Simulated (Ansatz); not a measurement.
Input

```
crystal:
  lattice:
    - [1.6496884319, -5.5100191428, 0.0]
    - [1.6496884319, 5.5100191428, 0.0]
    - [0.0, 0.0, 4.5580242849]
  atoms:
    - { symbol: P, position: [0.9046105422, 0.0953894578, 0.0885269956] }
    - { symbol: P, position: [0.5953894578, 0.4046105422, 0.5885269956] }
    - { symbol: P, position: [0.0953894578, 0.9046105422, 0.9114730044] }
    - { symbol: P, position: [0.4046105422, 0.5953894578, 0.4114730044] }
basis:
  ecutwfc: 500
kpoints:
  mp_grid: { grid: [12, 12, 8] }
hamiltonian:
  xc: r2scan
scf:
  occupations: { method: gaussian, width: 0.01 }
output:
  forces: true
  stress: true
  eigenvalues: true
  write_density: true
  write_potential: true
  elf: true
  volumetric_format: npy
relax:
  adjacent_minimum: "off"
  f_tol: 0.005
  max_steps: 80
  cell: { stress_tol: 0.05 }
```

Run with:

```sh
ansatz run input.yaml --threads 4 --pin off --max-ram 10240MiB --backend cpu --events-out ev --progress --plain --runs-dir out
```

Below, planes, directions and counts refer to the conventional cell (a = 3.30 Å, b = 11.02 Å, c = 4.56 Å, α = 90.00°, β = 90.00°, γ = 90.00°).

The fields are those of the relaxed geometry.

Space group Cmce.

Theory: DFT r2SCAN, scalar-relativistic, plane waves, PAW in Ansatz.

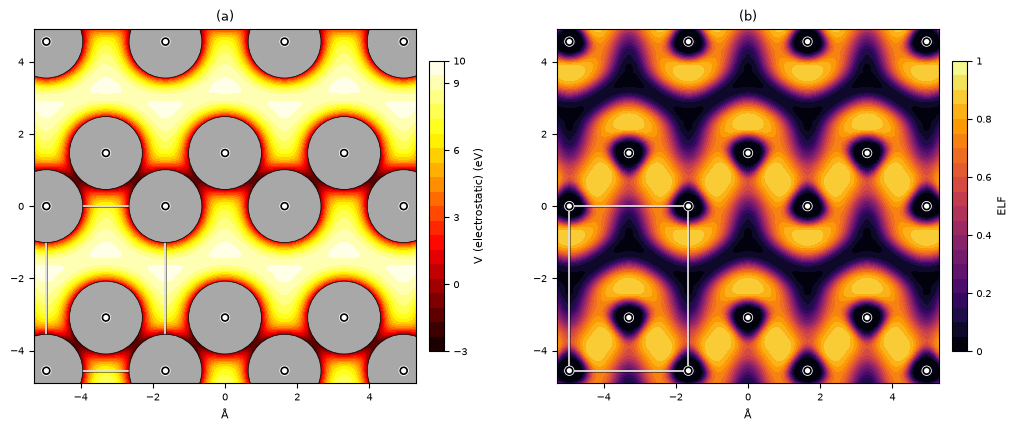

P. (a) electrostatic potential (local pseudopotential plus Hartree) felt by an electron; (b) ELF on the (010) plane of the conventional cell. Circles mark the nuclei in the plane (P). Grey discs cover the atomic cores in the potential map.

In a PAW calculation such maps are meaningful between the atoms, not at the nuclei.

**Read the bonding off the picture.**

The plane passes through P nuclei.
P–P (2.21 Å): the ELF peaks at about 0.90 between the atoms (localised, covalent bonding).
Outside the cores the potential energy rises away from the atoms and is highest about 1.9 Å from the nearest atoms; its zero is arbitrary.

**Does the calculation give a band gap?**

It is gapped, with a Kohn–Sham gap of 0.25 eV on the k-point mesh (the band edges may lie off the mesh, which would make the gap smaller).
